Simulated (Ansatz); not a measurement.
## Geometry relaxation, with input and output: TiSi₂ (part 1 of 2)

- system: TiSi₂ (P-6m2, 6 atoms in the cell)
- method: DFT PBEsol, scalar-relativistic, plane waves, PAW, no spin polarisation (Ansatz 0.2.0)

The structure derives from a Materials Project entry. It belongs to a series of runs on one base structure; here: 4 of 6 Ti sites taken by Si, cell and atoms relaxed.

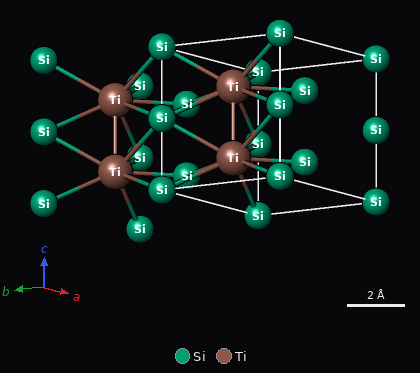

**Figure 1.** The starting structure (ball-and-stick view of the cell of the calculation, repeated 1 × 2 × 1, seen at an oblique angle). An atom can appear more than once, as a periodic image.

### Input
```yaml
crystal:
  lattice:
    - [2.2138665252, -3.8345293028, 0.0]
    - [-4.4277330503, 0.0, 0.0]
    - [0.0, 0.0, -5.320599373]
  atoms:
    - { symbol: Si, position: [0.0, 1.0, 0.5] }
    - { symbol: Si, position: [0.0, 1.0, 0.0] }
    - { symbol: Ti, position: [0.3333333333, 0.6666666667, 0.25] }
    - { symbol: Ti, position: [0.3333333333, 0.6666666667, 0.75] }
    - { symbol: Si, position: [0.6666666667, 0.3333333333, 0.25] }
    - { symbol: Si, position: [0.6666666667, 0.3333333333, 0.75] }
basis:
  ecutwfc: 420
kpoints:
  mp_grid: { grid: [12, 12, 8] }
hamiltonian:
  xc: pbesol
scf:
  occupations: { method: gaussian, width: 0.1 }
output:
  forces: true
  stress: true
  eigenvalues: true
  write_density: true
  write_potential: true
  elf: true
  volumetric_format: npy
relax:
  adjacent_minimum: "off"
  f_tol: 0.015
  max_steps: 60
  cell: { stress_tol: 0.15 }
```

Launched with:
```bash
ansatz run input.yaml --threads 1 --pin off --max-ram 2560MiB --backend cpu --events-out ev --progress --plain --runs-dir out
```

### What the program printed
```
Engine: ansatz 0.2.0, x86_64-unknown-linux-gnu
Pseudopotentials: kind: paw
Pseudopotential: Si, paw, valence charge 4, recommended cutoff 420 eV (normal), Si.paw.azcp
Pseudopotential: Ti, paw, valence charge 12, recommended cutoff 420 eV (normal), Ti.paw.azcp
Functional definition: PBEsol
  exchange = pbesol_x
  correlation = pbesol_c
Crystal: 6 atoms, lattice volume = 90.335 Å³
Basis set: ecut = 420 eV, 1787 PW (Γ), exchange–correlation on 60×60×72 points (8 copies of the dense FFT grid, shifted against one another)
Bands: 26, of which v1, the nominal top of the filled ones, is band 20 counted from 1 (19 counted from 0)
Symmetry: 24 space group operations
Space group: P-6m2 (ITA 187), of the structure as read, at distance tolerance 4.5e-5 Å
k-points: 95 of 1152 (time reversal used)
Non-local potential: Si, projectors of the file, l = 0: 2, l = 1: 2, l = 2: 2
Non-local potential: Ti, projectors of the file, l = 0: 3, l = 1: 2, l = 2: 3, l = 3: 1
PAW form: soft (Blöchl's): semilocal exchange-correlation on the pseudo side does not see the compensation charge
PAW frozen core: Si, regenerated for the run's functional, and the local potential with it (the file was generated under x = pbe(κ = 0.804, μ = 0.2195149727645171), c = pbe(β = 0.06672455060314922))
PAW frozen core: Ti, regenerated for the run's functional, and the local potential with it (the file was generated under x = pbe(κ = 0.804, μ = 0.2195149727645171), c = pbe(β = 0.06672455060314922))
PAW one-centre angular grid: Si, 110 points (default); XC on 64 Gauss nodes
PAW one-centre angular grid: Ti, 590 points (default); XC on 64 Gauss nodes
Initial density: superposition of atomic densities (neutral atoms: chi_scale 0, normalization atom), corrected by the library's trained network
Initial wavefunctions: pseudopotential atomic-orbital guess
Functional: x = pbesol(κ = 0.804, μ = 0.12345679012345678), c = pbesol(β = 0.046)
SCF iter   1: F=—  HF=-7433.808671 eV  |F-HF|=—  |Δ(HF+E_count)|=         —  Δρ=5.98e-3  dr2=4.18e-2  ethr=1.77e-3  ⟨swp⟩=5.7  Hψ=11725  notcnv=0
preconditioner: auto → Kerker (q_TF=auto, 2.382 Å⁻¹)  [metal: Δε(μ)=0.017 eV  Ē_g=5.662 eV  σ=0.100 eV  W_gap=0.09  n_scr=22 (ndim 8)  ℏωp=19.1 eV  f_vac=0.000  D(μ)=5.12/eV (n_scr^D=52)]
SCF iter   2: F=—  HF=-7433.801353 eV  |F-HF|=—  |Δ(HF+E_count)|=   7.32e-3  Δρ=3.25e-3  dr2=1.35e-2  ethr=1.04e-4  ⟨swp⟩=1.0  Hψ=3231  notcnv=0  defer=2
SCF iter   3: F=—  HF=-7433.798225 eV  |F-HF|=—  |Δ(HF+E_count)|=   3.13e-3  Δρ=3.05e-4  dr2=9.85e-5  ethr=3.38e-5  ⟨swp⟩=2.4  Hψ=3570  notcnv=0  defer=2
SCF iter   4: F=—  HF=-7433.798259 eV  |F-HF|=—  |Δ(HF+E_count)|=   3.39e-5  Δρ=7.39e-5  dr2=3.60e-6  ethr=2.46e-7  ⟨swp⟩=2.1  Hψ=3520  notcnv=0  defer=2
SCF iter   5: F=—  HF=-7433.798258 eV  |F-HF|=—  |Δ(HF+E_count)|=   3.05e-7  Δρ=2.28e-5  dr2=4.43e-7  ethr=9.01e-9  ⟨swp⟩=2.0  Hψ=4267  notcnv=0  defer=4
SCF iter   6: F=-7433.798258 eV  HF=-7433.798258 eV  |F-HF|=1.86e-9  |Δ(HF+E_count)|=   4.75e-8  Δρ=4.01e-6  dr2=1.04e-8  ethr=2.50e-10  ⟨swp⟩=10.6  Hψ=15989  notcnv=0
SCF 1 converged in 6 iterations: F = -7433.798258 eV  dr2 = 1.04e-8
  greatest PAW one-centre occupation: 0.999 electrons in one spin orbital (limit 2), on the Ti atom at site 3 (counted from 0), in its partial waves of l = 0
relax step   1: F+E_penalty+E_count = -7433.79825835 eV  Δ(F+E_penalty+E_count) = +0.000e0 eV  max|allowed force component| = 2.232e-16 eV/Å  Δτ_max = 0.0000 Å  P = -3.948 GPa  Ω = 90.335 Å³  (6 SCF iters, dr2 threshold 1.00e-7 eV, accepted)
Crystal: 6 atoms, lattice volume = 86.811 Å³
Basis set: ecut = 420 eV, 1727 PW (Γ), exchange–correlation on 60×60×72 points (8 copies of the dense FFT grid, shifted against one another)
Initial density: handed on by an earlier stage of this run
Initial wavefunctions: those handed on with the density
iter 1 solved again at ethr=9.48e-5 eV; its pass at ethr=3.10e-3 eV (dr2=3.79e-2 eV) is discarded
SCF iter   1: F=—  HF=-7433.866648 eV  |F-HF|=—  |Δ(HF+E_count)|=         —  Δρ=4.33e-3  dr2=3.79e-2  ethr=9.48e-5  ⟨swp⟩=1.1  Hψ=14835  notcnv=0
preconditioner: auto → Kerker (q_TF=auto, 2.398 Å⁻¹)  [metal: Δε(μ)=0.001 eV  Ē_g=5.827 eV  σ=0.100 eV  W_gap=0.01  n_scr=20 (ndim 8)  ℏωp=19.5 eV  f_vac=0.000  D(μ)=4.47/eV (n_scr^D=40)]
SCF iter   2: F=—  HF=-7433.861935 eV  |F-HF|=—  |Δ(HF+E_count)|=   4.71e-3  Δρ=1.90e-3  dr2=7.58e-3  ethr=9.47e-5  ⟨swp⟩=1.3  Hψ=2542  notcnv=0
SCF iter   3: F=—  HF=-7433.860315 eV  |F-HF|=—  |Δ(HF+E_count)|=   1.62e-3  Δρ=3.68e-4  dr2=2.10e-4  ethr=1.89e-5  ⟨swp⟩=2.1  Hψ=2966  notcnv=0
SCF iter   4: F=—  HF=-7433.860264 eV  |F-HF|=—  |Δ(HF+E_count)|=   5.05e-5  Δρ=8.45e-5  dr2=6.67e-6  ethr=5.24e-7  ⟨swp⟩=2.0  Hψ=3326  notcnv=0
iter 5 did not close the SCF: its close was put off for the readings that it lacked (scf_convergence_deferred on its scf_iter line)
SCF iter   5: F=-7433.860263 eV  HF=-7433.860263 eV  |F-HF|=2.80e-8  |Δ(HF+E_count)|=   9.22e-7  Δρ=1.01e-5  dr2=7.72e-8  ethr=1.67e-8  ⟨swp⟩=2.3  Hψ=3523  notcnv=0
SCF iter   6: F=-7433.860263 eV  HF=-7433.860263 eV  |F-HF|=1.43e-9  |Δ(HF+E_count)|=   5.80e-9  Δρ=2.19e-6  dr2=2.83e-9  ethr=1.93e-10  ⟨swp⟩=6.3  Hψ=15222  notcnv=0
SCF 2 converged in 6 iterations: F = -7433.860263 eV  dr2 = 2.83e-9
relax step   2: F+E_penalty+E_count = -7433.86026311 eV  Δ(F+E_penalty+E_count) = -6.200e-2 eV  max|allowed force component| = 1.425e-16 eV/Å  Δτ_max = 0.0000 Å  P = +0.235 GPa  Ω = 86.811 Å³  energy of the carried Pulay correction = +5.904e-4 eV  (6 SCF iters, dr2 threshold 6.00e-7 eV, accepted)
Crystal: 6 atoms, lattice volume = 86.658 Å³
Basis set: ecut = 420 eV, 1691 PW (Γ), exchange–correlation on 60×60×72 points (8 copies of the dense FFT grid, shifted against one another)
iter 1 solved again at ethr=4.15e-6 eV; its pass at ethr=3.10e-3 eV (dr2=1.66e-3 eV) is discarded
SCF iter   1: F=—  HF=-7433.866803 eV  |F-HF|=—  |Δ(HF+E_count)|=         —  Δρ=1.40e-3  dr2=1.78e-3  ethr=4.15e-6  ⟨swp⟩=2.0  Hψ=13256  notcnv=0
preconditioner: auto → Kerker (q_TF=auto, 2.398 Å⁻¹)  [metal: Δε(μ)=0.021 eV  Ē_g=5.873 eV  σ=0.100 eV  W_gap=0.12  n_scr=20 (ndim 8)  ℏωp=19.5 eV  f_vac=0.000  D(μ)=3.97/eV (n_scr^D=28)]
SCF iter   2: F=—  HF=-7433.866391 eV  |F-HF|=—  |Δ(HF+E_count)|=   4.13e-4  Δρ=8.05e-4  dr2=6.04e-4  ethr=4.15e-6  ⟨swp⟩=1.0  Hψ=2470  notcnv=0
SCF iter   3: F=—  HF=-7433.866178 eV  |F-HF|=—  |Δ(HF+E_count)|=   2.13e-4  Δρ=6.79e-5  dr2=3.15e-6  ethr=1.51e-6  ⟨swp⟩=2.5  Hψ=3527  notcnv=0
SCF iter   4: F=—  HF=-7433.866169 eV  |F-HF|=—  |Δ(HF+E_count)|=   8.34e-6  Δρ=1.60e-5  dr2=1.21e-7  ethr=7.86e-9  ⟨swp⟩=2.4  Hψ=3828  notcnv=0
iter 5 did not close the SCF: its close was put off for the readings that it lacked (scf_convergence_deferred on its scf_iter line)
SCF iter   5: F=-7433.866169 eV  HF=-7433.866169 eV  |F-HF|=5.33e-9  |Δ(HF+E_count)|=   1.11e-8  Δρ=2.84e-6  dr2=6.54e-9  ethr=3.03e-10  ⟨swp⟩=2.4  Hψ=3575  notcnv=0
SCF iter   6: F=-7433.866169 eV  HF=-7433.866169 eV  |F-HF|=3.41e-10  |Δ(HF+E_count)|=   1.55e-9  Δρ=6.75e-7  dr2=5.04e-10  ethr=1.63e-11  ⟨swp⟩=4.9  Hψ=13177  notcnv=0
SCF 3 converged in 6 iterations: F = -7433.866169 eV  dr2 = 5.04e-10
relax step   3: F+E_penalty+E_count = -7433.86616949 eV  Δ(F+E_penalty+E_count) = -5.906e-3 eV  max|allowed force component| = 2.047e-16 eV/Å  Δτ_max = 0.0000 Å  P = +0.346 GPa  Ω = 86.658 Å³  energy of the carried Pulay correction = +6.154e-4 eV  (6 SCF iters, dr2 threshold 6.00e-7 eV, accepted)
Crystal: 6 atoms, lattice volume = 86.889 Å³
Basis set: ecut = 420 eV, 1703 PW (Γ), exchange–correlation on 60×60×72 points (8 copies of the dense FFT grid, shifted against one another)
iter 1 solved again at ethr=8.55e-7 eV; its pass at ethr=3.10e-3 eV (dr2=3.42e-4 eV) is discarded
SCF iter   1: F=—  HF=-7433.866748 eV  |F-HF|=—  |Δ(HF+E_count)|=         —  Δρ=4.91e-4  dr2=3.39e-4  ethr=8.55e-7  ⟨swp⟩=2.0  Hψ=12772  notcnv=0
preconditioner: auto → Kerker (q_TF=auto, 2.397 Å⁻¹)  [metal: Δε(μ)=0.007 eV  Ē_g=5.866 eV  σ=0.100 eV  W_gap=0.04  n_scr=20 (ndim 8)  ℏωp=19.5 eV  f_vac=0.000  D(μ)=3.87/eV (n_scr^D=22)]
SCF iter   2: F=—  HF=-7433.866677 eV  |F-HF|=—  |Δ(HF+E_count)|=   7.12e-5  Δρ=2.41e-4  dr2=7.43e-5  ethr=8.48e-7  ⟨swp⟩=1.2  Hψ=2508  notcnv=0
SCF iter   3: F=—  HF=-7433.866654 eV  |F-HF|=—  |Δ(HF+E_count)|=   2.26e-5  Δρ=4.87e-5  dr2=3.02e-6  ethr=1.86e-7  ⟨swp⟩=2.3  Hψ=3584  notcnv=0
iter 4 did not close the SCF: its close was put off for the readings that it lacked (scf_convergence_deferred on its scf_iter line)
SCF iter   4: F=-7433.866654 eV  HF=-7433.866654 eV  |F-HF|=5.20e-8  |Δ(HF+E_count)|=   8.36e-7  Δρ=9.57e-6  dr2=8.39e-8  ethr=7.55e-9  ⟨swp⟩=2.0  Hψ=3590  notcnv=0
iter 5 did not close the SCF: its close was put off for the readings that it lacked (scf_convergence_deferred on its scf_iter line)
SCF iter   5: F=-7433.866654 eV  HF=-7433.866654 eV  |F-HF|=6.71e-10  |Δ(HF+E_count)|=   7.29e-9  Δρ=1.67e-6  dr2=1.70e-9  ethr=2.10e-10  ⟨swp⟩=2.1  Hψ=3094  notcnv=0
SCF iter   6: F=-7433.866654 eV  HF=-7433.866654 eV  |F-HF|=5.64e-11  |Δ(HF+E_count)|=  1.31e-10  Δρ=3.27e-7  dr2=9.17e-11  ethr=4.25e-12  ⟨swp⟩=4.6  Hψ=12432  notcnv=0
SCF 4 converged in 6 iterations: F = -7433.866654 eV  dr2 = 9.17e-11
relax step   4: F+E_penalty+E_count = -7433.86665359 eV  Δ(F+E_penalty+E_count) = -4.841e-4 eV  max|allowed force component| = 8.370e-17 eV/Å  Δτ_max = 0.0000 Å  P = +0.008 GPa  Ω = 86.889 Å³  energy of the carried Pulay correction = +5.753e-4 eV  (6 SCF iters, dr2 threshold 6.00e-7 eV, accepted)
Initial wavefunctions: pseudopotential atomic-orbital guess (no wavefunctions were taken with the density)
iter 1 solved again at ethr=1.31e-7 eV; its pass at ethr=3.10e-3 eV (dr2=5.24e-5 eV) is discarded
SCF iter   1: F=—  HF=-7433.866214 eV  |F-HF|=—  |Δ(HF+E_count)|=         —  Δρ=3.09e-5  dr2=9.59e-8  ethr=1.31e-7  ⟨swp⟩=3.0  Hψ=17540  notcnv=0
preconditioner: auto → Kerker (q_TF=auto, 2.397 Å⁻¹)  [metal: Δε(μ)=0.003 eV  Ē_g=5.864 eV  σ=0.100 eV  W_gap=0.01  n_scr=20 (ndim 8)  ℏωp=19.5 eV  f_vac=0.000  D(μ)=3.88/eV (n_scr^D=22)]
SCF iter   2: F=—  HF=-7433.866204 eV  |F-HF|=—  |Δ(HF+E_count)|=   9.69e-6  Δρ=1.61e-5  dr2=2.49e-8  ethr=2.40e-10  ⟨swp⟩=2.6  Hψ=4370  notcnv=0
SCF iter   3: F=—  HF=-7433.866204 eV  |F-HF|=—  |Δ(HF+E_count)|=   4.05e-8  Δρ=2.00e-6  dr2=6.00e-10  ethr=6.22e-11  ⟨swp⟩=2.7  Hψ=4405  notcnv=0
iter 4 did not close the SCF: its close was put off for the readings that it lacked (scf_convergence_deferred on its scf_iter line)
SCF iter   4: F=-7433.866204 eV  HF=-7433.866204 eV  |F-HF|=1.82e-11  |Δ(HF+E_count)|=  6.45e-10  Δρ=2.40e-7  dr2=4.13e-11  ethr=1.50e-12  ⟨swp⟩=2.8  Hψ=4274  notcnv=0
iter 5 did not close the SCF: its close was put off for the readings that it lacked (scf_convergence_deferred on its scf_iter line)
SCF iter   5: F=-7433.866204 eV  HF=-7433.866204 eV  |F-HF|=9.09e-13  |Δ(HF+E_count)|=  3.64e-12  Δρ=2.31e-8  dr2=3.21e-13  ethr=1.00e-12  ⟨swp⟩=1.0  Hψ=2470  notcnv=0
iter 6 did not close the SCF: its close was put off for the readings that it lacked (scf_convergence_deferred on its scf_iter line)
SCF iter   6: F=-7433.866204 eV  HF=-7433.866204 eV  |F-HF|=0.00e0  |Δ(HF+E_count)|=  1.82e-12  Δρ=4.78e-9  dr2=1.51e-14  ethr=1.00e-12  ⟨swp⟩=1.0  Hψ=2470  notcnv=0
iter 7 did not close the SCF: its close was put off for the readings that it lacked (scf_convergence_deferred on its scf_iter line)
SCF iter   7: F=-7433.866204 eV  HF=-7433.866204 eV  |F-HF|=9.09e-13  |Δ(HF+E_count)|=  9.09e-13  Δρ=6.42e-10  dr2=4.80e-16  ethr=1.00e-12  ⟨swp⟩=1.0  Hψ=2470  notcnv=0
SCF iter   8: F=-7433.866204 eV  HF=-7433.866204 eV  |F-HF|=2.73e-12  |Δ(HF+E_count)|=  9.09e-13  Δρ=1.88e-10  dr2=3.85e-17  ethr=1.00e-12  ⟨swp⟩=2.0  Hψ=6270  notcnv=0
SCF 5 converged in 8 iterations: F = -7433.866204 eV  dr2 = 3.85e-17
relax step   5: F+E_penalty+E_count = -7433.86620440 eV  Δ(F+E_penalty+E_count) = +4.492e-4 eV  max|allowed force component| = 1.338e-16 eV/Å  Δτ_max = 0.0000 Å  P = +0.002 GPa  Ω = 86.889 Å³  stress off target by 8.62e-3 GPa  SCF on the basis re-selected at this cell (its energy is not comparable with the rows above)  (8 SCF iters)
```

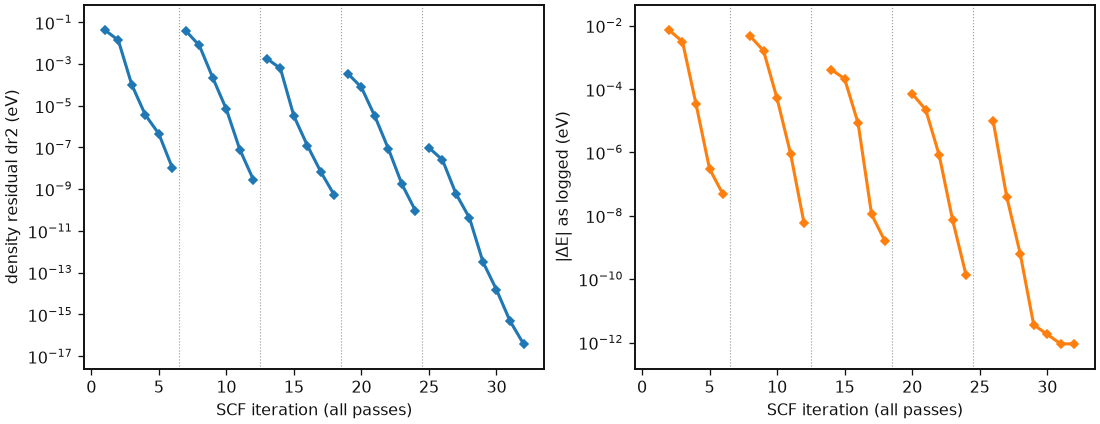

**Figure 2.** Convergence of the self-consistent field: density residual dr2 and size of the energy change against the SCF iteration. The dotted lines part the SCF passes of the relaxation: geometry steps, rejected trials and re-solves on a re-selected basis. The 5 passes take 6 to 8 iterations each, 32 in all.

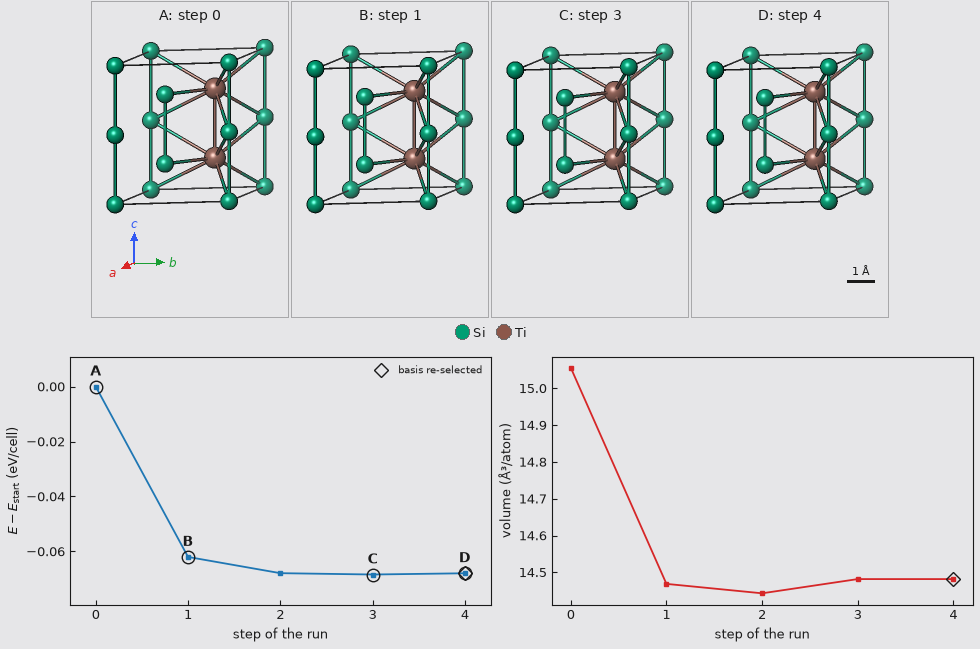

**Figure 3.** Frames of the relaxation (ball-and-stick view of the cell of the calculation, seen slightly off an axis) above the curves, on which the letters mark them (the first geometry is step 0 here and step 1 in the log).
